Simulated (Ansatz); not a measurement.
**SnH2: from a guess to a relaxed structure**

Aim: relax a trial structure of SnH2 and see where it ends.

Program: Ansatz 0.2.0. Level of theory: DFT PBE, scalar-relativistic, plane waves, PAW. These are calculated values, not measurements.

**1. The system as given**

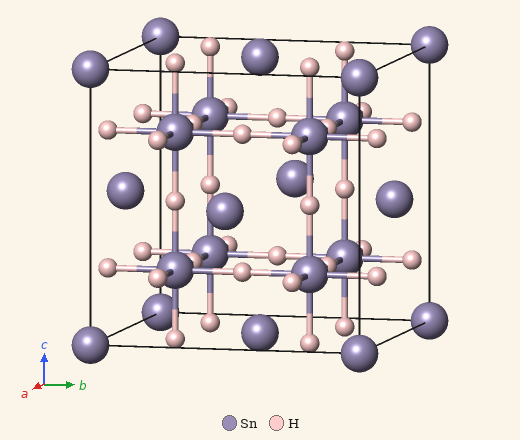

The starting structure, seen slightly off an axis (tin purple, hydrogen pink). Atoms on the faces are drawn again on the opposite ones. The cell drawn here is the conventional one.

Coordinates:

```cif
data_structure
_symmetry_space_group_name_H-M 'P 1'
_symmetry_Int_Tables_number 1
_cell_length_a 6.0814
_cell_length_b 6.0814
_cell_length_c 6.0814
_cell_angle_alpha 60.000
_cell_angle_beta 60.000
_cell_angle_gamma 60.000
_cell_volume 159.03
loop_
_atom_site_label
_atom_site_type_symbol
_atom_site_fract_x
_atom_site_fract_y
_atom_site_fract_z
_atom_site_occupancy
Sn1 Sn 0.00000 0.00000 0.00000 1
Sn2 Sn 0.75000 0.75000 0.75000 1
Sn3 Sn 0.25000 0.25000 0.25000 1
H1 H 0.50000 0.00000 0.00000 1
H2 H 0.00000 0.50000 0.00000 1
H3 H 0.00000 0.00000 0.50000 1
H4 H 0.00000 0.50000 0.50000 1
H5 H 0.50000 0.00000 0.50000 1
H6 H 0.50000 0.50000 0.00000 1
```

Recipe of the guess: perovskite family, tilts a0a0a0, rock order on A (Fm-3m, No. 225). Its size is a rough estimate.

**2. Probe: one point on a coarse mesh**

input.yaml reads:

```yaml
crystal:
  lattice:
    - [0.0, 4.30016402, 4.30016402]
    - [4.30016402, 0.0, 4.30016402]
    - [4.30016402, 4.30016402, 0.0]
  atoms:
    - { symbol: Sn, position: [0.0, 0.0, 0.0] }
    - { symbol: Sn, position: [0.75, 0.75, 0.75] }
    - { symbol: Sn, position: [0.25, 0.25, 0.25] }
    - { symbol: H, position: [0.5, 0.0, 0.0] }
    - { symbol: H, position: [0.0, 0.5, 0.0] }
    - { symbol: H, position: [0.0, 0.0, 0.5] }
    - { symbol: H, position: [0.0, 0.5, 0.5] }
    - { symbol: H, position: [0.5, 0.0, 0.5] }
    - { symbol: H, position: [0.5, 0.5, 0.0] }
basis:
  ecutwfc: 420
kpoints:
  mp_grid: { grid: [4, 4, 4] }
hamiltonian:
  xc: pbe
scf:
  occupations: { method: gaussian, width: 0.1 }
  lower_state_search: "off"
output:
  forces: true
  stress: true
  eigenvalues: true
```

The run is started by

```bash
$ ansatz run input.yaml --threads 1 --pin off --max-ram 2048MiB --backend cpu --events-out ev --progress --plain --runs-dir out
```

Output, cut to the lines that bear on the results:

```text
Warning: RAYON_NUM_THREADS=1 ignored (pool sized by the plan → 1); use --threads N
[...]
Pseudopotentials: kind: paw
Pseudopotential: Sn, paw, valence charge 14, recommended cutoff 420 eV (normal), Sn.paw.azcp
Pseudopotential: H, paw, valence charge 1, recommended cutoff 420 eV (normal), H.paw.azcp
Functional definition: PBE
[...]
Crystal: 9 atoms, lattice volume = 159.032 Å³
Basis set: ecut = 420 eV, 3119 PW (Γ), exchange–correlation on 90×90×90 points (8 copies of the dense FFT grid, shifted against one another)
Bands: 33, of which v1, the nominal top of the filled ones, is band 24 counted from 1 (23 counted from 0)
Symmetry: 48 space group operations
Space group: Fm-3m (ITA 225), of the structure as read, at distance tolerance 5.4e-5 Å
k-points: 8 of 64
[...]
SCF iter   1: F=—  HF=-18162.944528 eV  |F-HF|=—  |Δ(HF+E_count)|=         —  Δρ=2.82e-3  dr2=3.79e-2  ethr=1.77e-3  ⟨swp⟩=7.5  Hψ=1226  notcnv=0  defer=2
[...]
SCF iter   6: F=-18162.938282 eV  HF=-18162.938282 eV  |F-HF|=1.75e-8  |Δ(HF+E_count)|=   1.16e-7  Δρ=3.99e-6  dr2=2.41e-8  ethr=2.08e-10  ⟨swp⟩=9.2  Hψ=1231  notcnv=0
[...]
SCF converged after 6 iterations
Free energy (F): -18162.938282 eV
[...]
E sigma→0 (E₀):  -18162.931939 eV
Entropy (-TS):   -0.012685 eV (-1.409 meV/atom)
Fermi energy:    4.473267 eV
[...]
--- Forces (eV/Å), atoms counted from 1 ---
  atom   1  Sn    -0.00000000     0.00000000     0.00000000
  atom   2  Sn    -0.00000000     0.00000000     0.00000000
  atom   3  Sn     0.00000000    -0.00000000     0.00000000
  atom   4  H      0.00000000     0.00000000    -0.00000000
  atom   5  H     -0.00000000    -0.00000000    -0.00000000
  atom   6  H      0.00000000    -0.00000000     0.00000000
  atom   7  H      0.00000000    -0.00000000     0.00000000
  atom   8  H      0.00000000    -0.00000000    -0.00000000
[...]
--- Stress (GPa, compression-positive) ---
       -4.424404      -0.000000       0.000000
       -0.000000      -4.424404       0.000000
        0.000000      -0.000000      -4.424404
  P = ⅓ Tr σ = -4.4244 GPa (-44.244 kbar)
--- Band table (eV; the first three rows and the last of 8) ---
[...]
```

It took 3.2 s on 1 thread of Intel Xeon Platinum 8259CL at 2.50GHz (Skylake/Cascade Lake), shared host; peak memory 0.46 GiB.

Read-out: pressure -4.4 GPa, largest force 0.00 eV/Å, gap on this mesh none (metal). A guess like this is first relaxed loosely on the coarse mesh.

**3. Rough relaxation on the coarse mesh**

Changes to input.yaml since step 2:

```diff
@@ -28 +28,6 @@
   eigenvalues: true
+relax:
+  adjacent_minimum: "off"
+  f_tol: 0.04
+  max_steps: 70
+  cell: { stress_tol: 0.4 }
```

The run is started by

```bash
$ ansatz run input.yaml --threads 1 --pin off --max-ram 2048MiB --backend cpu --events-out ev --progress --plain --runs-dir out
```

Output:

```text
Warning: RAYON_NUM_THREADS=1 ignored (pool sized by the plan → 1); use --threads N
Engine: ansatz 0.2.0, x86_64-unknown-linux-gnu
Pseudopotentials: kind: paw
Pseudopotential: Sn, paw, valence charge 14, recommended cutoff 420 eV (normal), Sn.paw.azcp
Pseudopotential: H, paw, valence charge 1, recommended cutoff 420 eV (normal), H.paw.azcp
Functional definition: PBE
  parameter kappa = 0.804
  parameter beta = 0.06672455060314922
  exchange = pbe_x(kappa = kappa, mu = beta*pi^2/3)
  correlation = pbe_c(beta = beta)
Crystal: 9 atoms, lattice volume = 159.032 Å³
Basis set: ecut = 420 eV, 3119 PW (Γ), exchange–correlation on 90×90×90 points (8 copies of the dense FFT grid, shifted against one another)
Bands: 33, of which v1, the nominal top of the filled ones, is band 24 counted from 1 (23 counted from 0)
Symmetry: 48 space group operations
Space group: Fm-3m (ITA 225), of the structure as read, at distance tolerance 5.4e-5 Å
k-points: 8 of 64
Non-local potential: Sn, projectors of the file, l = 0: 2, l = 1: 2, l = 2: 2, l = 3: 2
Non-local potential: H, projectors of the file, l = 0: 2, l = 1: 1
PAW form: soft (Blöchl's): semilocal exchange-correlation on the pseudo side does not see the compensation charge
PAW one-centre angular grid: Sn, 590 points (default); XC on 64 Gauss nodes
PAW one-centre angular grid: H, 110 points (default); XC on 64 Gauss nodes
Initial density: superposition of atomic densities (neutral atoms: chi_scale 0, normalization atom), corrected by the library's trained network
Initial wavefunctions: pseudopotential atomic-orbital guess
Functional: x = pbe(κ = 0.804, μ = 0.2195149727645171), c = pbe(β = 0.06672455060314922)
SCF iter   1: F=—  HF=-18162.944528 eV  |F-HF|=—  |Δ(HF+E_count)|=         —  Δρ=2.82e-3  dr2=3.79e-2  ethr=1.77e-3  ⟨swp⟩=7.5  Hψ=1226  notcnv=0  defer=2
preconditioner: auto → LDOS  [insulator: Δε(μ)=0.167 eV  Ē_g=7.880 eV  σ=0.100 eV  W_gap=0.65  n_scr=26 (ndim 8)  ℏωp=12.5 eV  f_vac=0.129  D(μ)=1.94/eV (n_scr^D=14)  ε∞_Penn≈3.5  β→1.0]
SCF iter   2: F=—  HF=-18162.938459 eV  |F-HF|=—  |Δ(HF+E_count)|=   6.07e-3  Δρ=6.21e-4  dr2=1.10e-3  ethr=7.90e-5  ⟨swp⟩=1.9  Hψ=381  notcnv=0  defer=16
SCF iter   3: F=—  HF=-18162.938366 eV  |F-HF|=—  |Δ(HF+E_count)|=   9.34e-5  Δρ=3.68e-4  dr2=1.76e-4  ethr=2.29e-6  ⟨swp⟩=2.0  Hψ=396  notcnv=0  defer=16
SCF iter   4: F=—  HF=-18162.938257 eV  |F-HF|=—  |Δ(HF+E_count)|=   1.09e-4  Δρ=7.09e-5  dr2=7.92e-6  ethr=3.67e-7  ⟨swp⟩=2.0  Hψ=395  notcnv=0  defer=16
SCF iter   5: F=—  HF=-18162.938282 eV  |F-HF|=—  |Δ(HF+E_count)|=   2.53e-5  Δρ=1.23e-5  dr2=3.41e-7  ethr=1.65e-8  ⟨swp⟩=2.0  Hψ=389  notcnv=0  defer=16
SCF iter   6: F=-18162.938282 eV  HF=-18162.938282 eV  |F-HF|=1.72e-8  |Δ(HF+E_count)|=   1.15e-7  Δρ=3.98e-6  dr2=2.38e-8  ethr=2.08e-10  ⟨swp⟩=10.9  Hψ=1461  notcnv=0
SCF 1 converged in 6 iterations: F = -18162.938282 eV  dr2 = 2.38e-8
relax step   1: F+E_penalty+E_count = -18162.93828207 eV  Δ(F+E_penalty+E_count) = +0.000e0 eV  max|allowed force component| = 7.710e-18 eV/Å  Δτ_max = 0.0000 Å  P = -4.424 GPa  Ω = 159.032 Å³  (6 SCF iters, dr2 threshold 1.00e-7 eV, accepted)
Crystal: 9 atoms, lattice volume = 136.889 Å³
Basis set: ecut = 420 eV, 2685 PW (Γ), exchange–correlation on 90×90×90 points (8 copies of the dense FFT grid, shifted against one another)
Initial density: handed on by an earlier stage of this run
Initial wavefunctions: those handed on with the density
iter 1 solved again at ethr=1.46e-4 eV; its pass at ethr=3.10e-3 eV (dr2=6.99e-2 eV) is discarded
SCF iter   1: F=—  HF=-18163.283433 eV  |F-HF|=—  |Δ(HF+E_count)|=         —  Δρ=6.73e-3  dr2=7.02e-2  ethr=1.46e-4  ⟨swp⟩=1.2  Hψ=1617  notcnv=0
preconditioner: auto → LDOS  [insulator: Δε(μ)=0.367 eV  Ē_g=18.941 eV  σ=0.100 eV  W_gap=0.65  n_scr=26 (ndim 8)  ℏωp=22.0 eV  f_vac=0.097  D(μ)=3.06/eV (n_scr^D=14)  ε∞_Penn≈2.3  β→1.0]
SCF iter   2: F=—  HF=-18163.268912 eV  |F-HF|=—  |Δ(HF+E_count)|=   1.45e-2  Δρ=1.88e-3  dr2=5.32e-3  ethr=1.46e-4  ⟨swp⟩=2.0  Hψ=348  notcnv=0
SCF iter   3: F=—  HF=-18163.268191 eV  |F-HF|=—  |Δ(HF+E_count)|=   7.21e-4  Δρ=2.85e-4  dr2=9.04e-5  ethr=1.11e-5  ⟨swp⟩=2.0  Hψ=312  notcnv=0
SCF iter   4: F=—  HF=-18163.268167 eV  |F-HF|=—  |Δ(HF+E_count)|=   2.39e-5  Δρ=8.47e-5  dr2=6.36e-6  ethr=1.88e-7  ⟨swp⟩=2.0  Hψ=457  notcnv=0
SCF iter   5: F=-18163.268167 eV  HF=-18163.268167 eV  |F-HF|=1.14e-7  |Δ(HF+E_count)|=   2.05e-7  Δρ=1.46e-5  dr2=3.77e-7  ethr=1.87e-9  ⟨swp⟩=8.1  Hψ=1323  notcnv=0
SCF 2 converged in 5 iterations: F = -18163.268167 eV  dr2 = 3.77e-7
relax step   2: F+E_penalty+E_count = -18163.26816695 eV  Δ(F+E_penalty+E_count) = -3.299e-1 eV  max|allowed force component| = 6.219e-17 eV/Å  Δτ_max = 0.0000 Å  P = +0.478 GPa  Ω = 136.889 Å³  energy of the carried Pulay correction = +1.276e-2 eV  (5 SCF iters, dr2 threshold 9.00e-7 eV, accepted)
Crystal: 9 atoms, lattice volume = 138.772 Å³
Basis set: ecut = 420 eV, 2733 PW (Γ), exchange–correlation on 90×90×90 points (8 copies of the dense FFT grid, shifted against one another)
iter 1 solved again at ethr=1.18e-6 eV; its pass at ethr=3.10e-3 eV (dr2=5.67e-4 eV) is discarded
SCF iter   1: F=—  HF=-18163.269291 eV  |F-HF|=—  |Δ(HF+E_count)|=         —  Δρ=6.59e-4  dr2=6.99e-4  ethr=1.18e-6  ⟨swp⟩=3.0  Hψ=1432  notcnv=0
preconditioner: auto → LDOS  [insulator: Δε(μ)=0.373 eV  Ē_g=18.925 eV  σ=0.100 eV  W_gap=0.69  n_scr=26 (ndim 8)  ℏωp=21.8 eV  f_vac=0.120  D(μ)=3.07/eV (n_scr^D=14)  ε∞_Penn≈2.3  β→1.0]
SCF iter   2: F=—  HF=-18163.269150 eV  |F-HF|=—  |Δ(HF+E_count)|=   1.41e-4  Δρ=1.84e-4  dr2=5.30e-5  ethr=1.18e-6  ⟨swp⟩=2.0  Hψ=298  notcnv=0
SCF iter   3: F=—  HF=-18163.269142 eV  |F-HF|=—  |Δ(HF+E_count)|=   7.43e-6  Δρ=3.50e-5  dr2=1.45e-6  ethr=1.10e-7  ⟨swp⟩=2.1  Hψ=338  notcnv=0
SCF iter   4: F=-18163.269141 eV  HF=-18163.269142 eV  |F-HF|=1.84e-8  |Δ(HF+E_count)|=   6.17e-7  Δρ=9.76e-6  dr2=9.33e-8  ethr=1.19e-9  ⟨swp⟩=7.4  Hψ=1257  notcnv=0
SCF 3 converged in 4 iterations: F = -18163.269141 eV  dr2 = 9.33e-8
relax step   3: F+E_penalty+E_count = -18163.26914149 eV  Δ(F+E_penalty+E_count) = -9.745e-4 eV  max|allowed force component| = 5.127e-17 eV/Å  Δτ_max = 0.0000 Å  P = -0.108 GPa  Ω = 138.772 Å³  energy of the carried Pulay correction = +1.160e-2 eV  (4 SCF iters, dr2 threshold 5.71e-7 eV, accepted)
Basis set: ecut = 420 eV, 2733 PW (Γ), exchange–correlation on 80×80×80 points (8 copies of the dense FFT grid, shifted against one another)
Initial wavefunctions: pseudopotential atomic-orbital guess (no wavefunctions were taken with the density)
iter 1 solved again at ethr=7.75e-7 eV; its pass at ethr=3.10e-3 eV (dr2=3.72e-4 eV) is discarded
SCF iter   1: F=—  HF=-18163.259429 eV  |F-HF|=—  |Δ(HF+E_count)|=         —  Δρ=2.64e-4  dr2=1.17e-5  ethr=7.75e-7  ⟨swp⟩=2.9  Hψ=1841  notcnv=0
preconditioner: auto → LDOS  [insulator: Δε(μ)=0.374 eV  Ē_g=18.923 eV  σ=0.100 eV  W_gap=0.68  n_scr=26 (ndim 8)  ℏωp=21.8 eV  f_vac=0.115  D(μ)=3.07/eV (n_scr^D=14)  ε∞_Penn≈2.3  β→1.0]
SCF iter   2: F=—  HF=-18163.259499 eV  |F-HF|=—  |Δ(HF+E_count)|=   7.07e-5  Δρ=3.13e-5  dr2=8.81e-7  ethr=2.45e-8  ⟨swp⟩=2.0  Hψ=418  notcnv=0
SCF iter   3: F=—  HF=-18163.259501 eV  |F-HF|=—  |Δ(HF+E_count)|=   1.42e-6  Δρ=1.48e-5  dr2=2.15e-7  ethr=1.84e-9  ⟨swp⟩=2.0  Hψ=457  notcnv=0
SCF iter   4: F=—  HF=-18163.259501 eV  |F-HF|=—  |Δ(HF+E_count)|=   1.09e-7  Δρ=6.01e-6  dr2=3.22e-8  ethr=4.47e-10  ⟨swp⟩=2.6  Hψ=484  notcnv=0
SCF iter   5: F=-18163.259501 eV  HF=-18163.259501 eV  |F-HF|=2.18e-9  |Δ(HF+E_count)|=   1.76e-8  Δρ=1.40e-6  dr2=1.90e-9  ethr=1.20e-11  ⟨swp⟩=6.8  Hψ=1067  notcnv=0
SCF 4 converged in 5 iterations: F = -18163.259501 eV  dr2 = 1.90e-9
relax step   4: F+E_penalty+E_count = -18163.25950059 eV  Δ(F+E_penalty+E_count) = +9.641e-3 eV  max|allowed force component| = 4.742e-17 eV/Å  Δτ_max = 0.0000 Å  P = -0.141 GPa  Ω = 138.772 Å³  stress off target by 1.41e-1 GPa  SCF on the basis re-selected at this cell (its energy is not comparable with the rows above)  (5 SCF iters)
basis re-selected at this cell: Δ(F+E_penalty+E_count) = +9.641e-3 eV, ΔP = -0.033 GPa vs the last step (what re-selecting the basis moved, of the pressure what is left beyond the Pulay correction that the steps carried, after the strain that the cell walked since its last selection, with what the two solves' SCF thresholds leave and, on support functions, any second-order correction that the steps lacked; it is no measure of the basis error at this ecutwfc). The dense FFT grid was sized anew with the basis: this SCF ran on 40×40×40 points, the steps before it on 45×45×45, so part of this shift can come from that change (see relax.cell in the input reference). This SCF's stress stands 1.41e-1 GPa from its target on what of the cell is left free (relax.cell.stress_tol is 4.00e-1 GPa) and its largest allowed force component is 4.74e-17 eV/Å (relax.f_tol is 4.00e-2 eV/Å): within both
SCF converged after 5 iterations
Free energy (F): -18163.259501 eV
Harris-Foulkes:  -18163.259501 eV  (|F-HF|=2.18e-9)
Internal energy: -18163.244143 eV  (E = F + TS)
E sigma→0 (E₀):  -18163.251822 eV
Entropy (-TS):   -0.015358 eV (-1.706 meV/atom)
Fermi energy:    5.912599 eV
--- Per-component energies (eV) ---
  E_band       = -462.911482
  E_kinetic    = 633.429637
  E_local      = -3724.689836  (includes V_loc(G=0)·N_el)
  E_nonlocal   = -89.373038
  E_hartree    = 2067.874954
  E_xc         = -1198.898592
  E_vxc        = -353.844779  (∫ρ·V_xc dr)
  E_paw        = -12408.728846  (= ΣΔE_a)
  E_vpaw       = -1064.173863  (= ΣTr[D̂ρ^β])
  E_aug_tail   = -0.006325  (compensation charges beyond the density's cutoff)
  E_ewald      = -3442.852096
  E_smearing   = -0.015358  (= −TS)
  E_closure    = 0.000000  (closes the sum)
  Σ components = -18163.259501   (vs F -18163.259501, Δ=0.00e0)
--- Forces (eV/Å), atoms counted from 1 ---
  atom   1  Sn    -0.00000000    -0.00000000     0.00000000
  atom   2  Sn     0.00000000     0.00000000     0.00000000
  atom   3  Sn    -0.00000000    -0.00000000    -0.00000000
  atom   4  H      0.00000000    -0.00000000    -0.00000000
  atom   5  H      0.00000000     0.00000000    -0.00000000
  atom   6  H     -0.00000000     0.00000000     0.00000000
  atom   7  H     -0.00000000     0.00000000     0.00000000
  atom   8  H      0.00000000     0.00000000     0.00000000
  atom   9  H      0.00000000    -0.00000000     0.00000000
  max |Σ_I F_I| component: 1.39e-17 eV/Å
--- Stress (GPa, compression-positive) ---
       -0.141144      -0.000000      -0.000000
       -0.000000      -0.141144       0.000000
       -0.000000      -0.000000      -0.141144
  P = ⅓ Tr σ = -0.1411 GPa (-1.411 kbar)
--- Band table (eV; the first three rows and the last of 8) ---
  k-point 0: bands = ["-16.3653", "-16.3653", "-16.3653", "-16.3618", "-16.3618", "-15.7548", "-15.7548", "-15.6818", "-15.6818", "-15.6810", "-15.6810", "-15.6810", "-15.6663", "-15.6663", "-15.6663", "-5.0081", "-0.2790", "0.4008", "0.4991", "0.4991", "0.4991", "3.5005", "3.5005", "4.5431", "4.5431", "4.5431", "7.4409", "7.4409", "7.4409", "10.3528", "13.3154", "14.1947", "14.1947"]
  k-point 1: bands = ["-16.3654", "-16.3654", "-16.3650", "-16.3614", "-16.3614", "-15.7445", "-15.7445", "-15.6927", "-15.6927", "-15.6786", "-15.6786", "-15.6781", "-15.6694", "-15.6681", "-15.6681", "-4.6402", "-1.8366", "-0.1054", "0.6739", "0.6739", "2.0745", "2.4104", "2.4104", "5.6188", "5.6188", "5.8787", "6.6979", "8.4504", "8.4504", "11.1605", "11.8979", "12.3706", "12.3706"]
  k-point 2: bands = ["-16.3656", "-16.3656", "-16.3647", "-16.3609", "-16.3609", "-15.7193", "-15.7193", "-15.7187", "-15.7187", "-15.6746", "-15.6746", "-15.6741", "-15.6738", "-15.6715", "-15.6715", "-3.7501", "-3.3054", "-0.4309", "1.1297", "1.1297", "1.4695", "1.4695", "3.6906", "4.8274", "6.4173", "6.4173", "8.3664", "10.1224", "10.5044", "10.5044", "11.0196", "11.0196", "11.2597"]
  k-point 7: bands = ["-16.3654", "-16.3652", "-16.3652", "-16.3609", "-16.3605", "-15.7399", "-15.7399", "-15.6984", "-15.6984", "-15.6786", "-15.6773", "-15.6725", "-15.6725", "-15.6704", "-15.6679", "-3.0435", "-3.0435", "-2.2343", "-0.2585", "1.7593", "1.7859", "1.7859", "5.8734", "5.8734", "6.8748", "7.3916", "7.6004", "8.3610", "8.3610", "9.3589", "11.2430", "11.6196", "11.6196"]
--- Relaxed structure (3 steps of the walk, 3 accepted, 1 SCFs on fresh bases) ---
  F+E_penalty+E_count = -18163.25950059 eV   max|allowed force component| = 4.742e-17 eV/Å   (the final SCF, on the basis selected at the relaxed cell)
  cell:  # Å, volume = 138.7716 Å³
    - [1.5684192038756735e-34, 4.109195606034796, 4.109195606034796]
    - [4.109195606034796, 2.157571595179227e-34, 4.109195606034796]
    - [4.109195606034796, 4.109195606034796, 3.6145295358353093e-34]
  atoms:
    - { symbol: Sn, position: [-2.9160057476170393e-35, 5.02156892230324e-35, 1.7794746479402912e-35] }
    - { symbol: Sn, position: [0.75, 0.75, 0.75] }
    - { symbol: Sn, position: [0.25, 0.25, 0.25] }
    - { symbol: H, position: [0.5, 0.0, 0.0] }
    - { symbol: H, position: [0.0, 0.5, 0.0] }
    - { symbol: H, position: [2.27939702347383e-35, 2.27939702347383e-35, 0.5] }
    - { symbol: H, position: [0.0, 0.5, 0.5] }
    - { symbol: H, position: [0.5, 0.0, 0.5] }
    - { symbol: H, position: [0.5, 0.5, 0.0] }
```

It took 13 s on 1 thread of Intel Xeon Platinum 8259CL at 2.50GHz (Skylake/Cascade Lake), shared host; peak memory 0.48 GiB.

The steps of the relaxation:

| step | energy from step 1 (eV/cell) | largest force component (eV/Å) | pressure (GPa) | volume (Å³) |
| --- | --- | --- | --- | --- |
| 1 | 0.0000 | 0.0000 | -4.42 | 159.03 |
| 2 | -0.3299 | 0.0000 | 0.48 | 136.89 |
| 3 | -0.3309 | 0.0000 | -0.11 | 138.77 |
| 4 | -0.3212 | 0.0000 | -0.14 | 138.77 |

Step 1 is the start. Step 4 repeats the geometry before it on a plane-wave basis chosen anew for that cell, so its energy need not be comparable with the rows above.

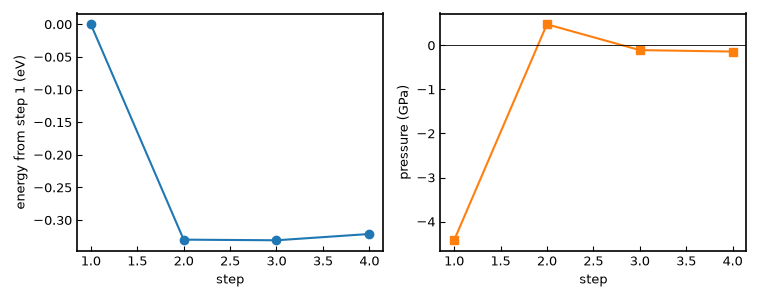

Energy and pressure along the relaxation.

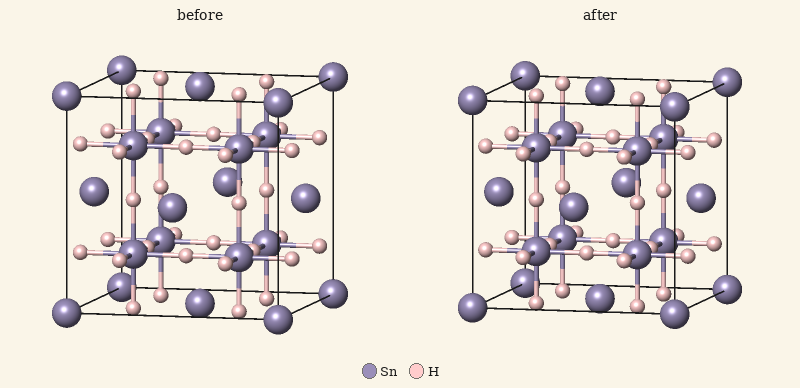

The structure before (left) and after (right) the relaxation, drawn at the same scale.

Lengths and angles in the start's conventional setting:

|  | before | after | change |
| --- | --- | --- | --- |
| a (Å) | 8.600 | 8.218 | -4.4 % |
| b (Å) | 8.600 | 8.218 | -4.4 % |
| c (Å) | 8.600 | 8.218 | -4.4 % |
| volume (Å³/atom) | 17.67 | 15.42 | -12.7 % |
| shortest distance (Å) | 2.150 | 2.055 | -4.4 % |
| space group (0.01 Å) | Fm-3m | Fm-3m | same |

The run keeps the 48 symmetry operations of the start, so it could not have lowered the symmetry.

(Part 1 of 2 ends here.)
